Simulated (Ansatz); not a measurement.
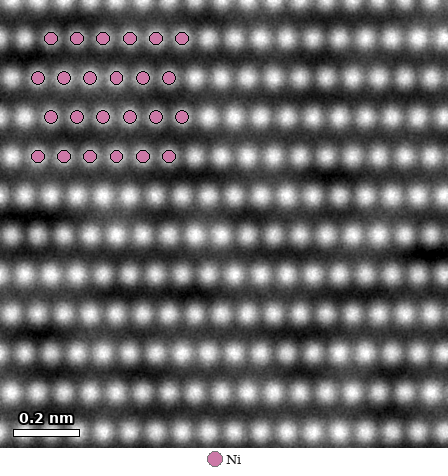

Dark-field STEM-like image of Ni (Fm-3m, No. 225) along [221]. Simulated incoherent Z contrast: every atom adds Z^1.7 spread by a probe of 0.50 Å full width; channelling and multiple scattering are left out. The probe carries 25 % of its weight in a tail 2.5 times as wide. The display is stretched by a gamma of 0.8; percentages refer to the linear signal. Shot noise and the speckle of an amorphous layer were added. Structure used: coordinates from a relaxation with DFT r2SCAN, scalar-relativistic, plane waves, PAW in Ansatz 0.2.0; the starting structure was generated, so it need not be a known form of this composition.

Coloured dots in one corner mark the columns of the model.

Describe what the image shows.

The columns repeat on a centred rectangular net of 0.82 × 2.46 Å (plane group c2mm). All columns are alike (Ni). The shortest distance between visible columns is 0.82 Å in projection. Along the beam the structure repeats every 10.43 Å.
